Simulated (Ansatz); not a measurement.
Given this structure:

```
Zr Si O
1.0
     6.67752    0.00000    0.00000
     0.00000    6.67752    0.00000
     0.00000    0.00000    6.02347
Zr Si O
4 4 16
Direct
  0.00000 0.00000 0.00000
  0.00000 0.50000 0.25000
  0.50000 0.50000 0.50000
  0.50000 0.00000 0.75000
  0.00000 0.00000 0.50000
  0.50000 0.00000 0.25000
  0.50000 0.50000 0.00000
  0.00000 0.50000 0.75000
  0.50000 0.31624 0.81967
  0.68376 0.00000 0.06967
  0.31624 0.00000 0.06967
  0.00000 0.18376 0.31967
  0.31624 0.50000 0.18033
  0.50000 0.18376 0.43033
  0.50000 0.81624 0.43033
  0.18376 0.00000 0.68033
  0.00000 0.81624 0.31967
  0.18376 0.50000 0.56967
  0.81624 0.50000 0.56967
  0.50000 0.68376 0.81967
  0.81624 0.00000 0.68033
  0.00000 0.68376 0.93033
  0.00000 0.31624 0.93033
  0.68376 0.50000 0.18033
```

**Work out the structure from the coordinates.**

The stoichiometry is ZrSiO$_{4}$. It takes space group I4_1/amd (No. 141) on a body-centred tetragonal lattice. One cell contains 4 Zr, 4 Si, 16 O, 24 atoms in all. Zr is linked to eight O at 2.15 to 2.28 Å. Each Si has four O in a distorted tetrahedral arrangement at 1.64 Å. The O atoms are each bonded to two Zr and one Si (2.15 to 2.28 Å to Zr, 1.64 Å to Si). Not all metal-metal contacts are counted. The bonds build a three-dimensional framework.

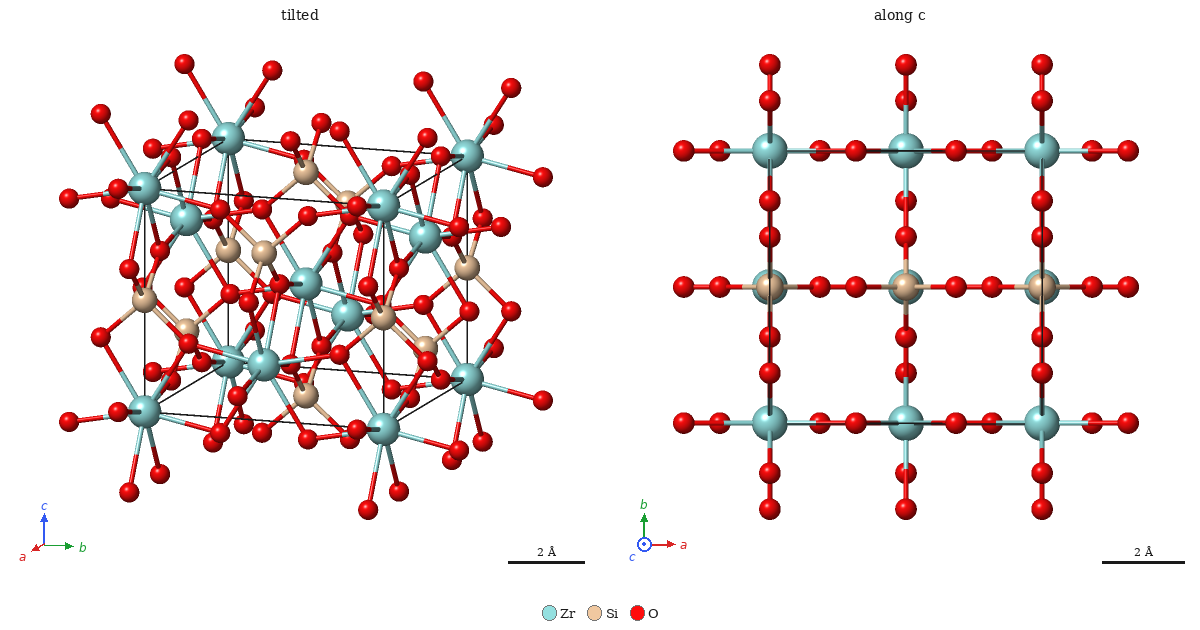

An orthographic ball-and-stick view of the structure, slightly off an axis and along the c axis. The lines enclose the conventional unit cell; boundary atoms appear with their images. Some neighbours outside the box are added.

The initial geometry was a structure listed in the Materials Project. Earlier steps of the study may have refined or changed the cell and positions. It was the input of a calculation with Ansatz.
